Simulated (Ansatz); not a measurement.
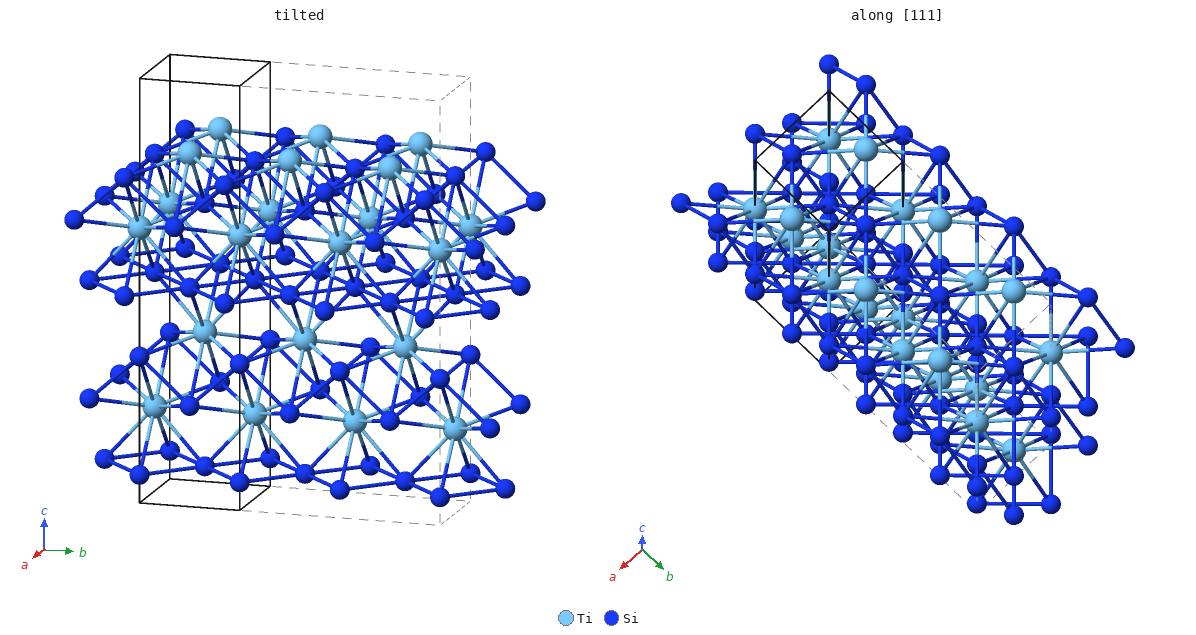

Drawn in the ball-and-stick manner and seen slightly off an axis and along [111]. The conventional unit cell (solid box) is repeated to 1×3×1 cells. Some atoms of the next cells are drawn as well.

State composition, symmetry and coordination.

Chemical formula TiSi2. The lattice is primitive orthorhombic and the space group Pmm2 (No. 25). There are 12 atoms in the cell: 4 Ti, 8 Si. By contacts within bonding range, the coordination numbers are Ti 6 to 10 (mean 9.0) and Si 6 to 8 (mean 7.5). Not all metal-metal contacts are counted. The bonds build TiSi2 layers parallel to (001).

The structure was taken from a structure listed in the Materials Project. The cell was then strained or its atoms displaced on purpose. It went into a calculation with Ansatz.

At this level of theory the run's own cell isn't at rest (forces up to 0.8 eV/Å), so its distances can differ from those at equilibrium, the more so the softer the solid.
